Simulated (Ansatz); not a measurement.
SrTiO₃

```
CELL_PARAMETERS angstrom
0.00000 0.00000 3.86400
3.98700 -3.98700 0.00000
3.98700 3.98700 0.00000
ATOMIC_POSITIONS crystal
Sr 0.50000 0.50000 0.01766
Sr 0.50000 0.00000 0.51766
Ti 0.00000 0.00000 0.02191
Ti 0.00000 0.50000 0.52191
O 0.00000 0.24721 0.24240
O 0.00000 0.74721 0.74240
O 0.00000 0.75279 0.24240
O 0.00000 0.25279 0.74240
O 0.50000 0.50000 0.48817
O 0.50000 0.00000 0.98817
```

Space group Amm2; computed without spin polarisation.

Computed with DFT HSE06, scalar-relativistic, plane waves, PAW in Ansatz 0.2.0.

> What will maps of the valence pseudo-density and electron localisation function show?

Ti–O (1.87 Å): the density is about 0.9 e/Å³ at the midpoint; the ELF peaks at about 0.80 in the valence shell of O, 0.6 Å from its nucleus, and is about 0.25 at the midpoint; no shared electron pair shows on this line.
Ti–O (2.12 Å): the density is about 0.46 e/Å³ at the midpoint; the ELF peaks at about 0.85 in the valence shell of O, 0.6 Å from its nucleus, and is about 0.15 at the midpoint; no shared electron pair shows on this line.
Sr–O (2.71 Å): the density is about 0.16 e/Å³ at the midpoint; the ELF is about 0.05 at the midpoint: an ionic contact with no shared pair.
Sr–O (2.84 Å): the density is about 0.12 e/Å³ at the midpoint; the ELF is about 0.05 at the midpoint; a closed-shell, largely ionic contact.

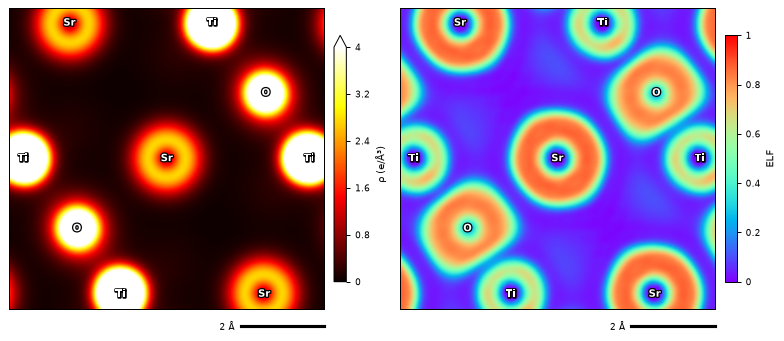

Computed valence pseudo-density and electron localisation function on the (111) plane of the conventional cell, in this order. 

In a PAW calculation such maps are meaningful between the atoms, not at the nuclei.
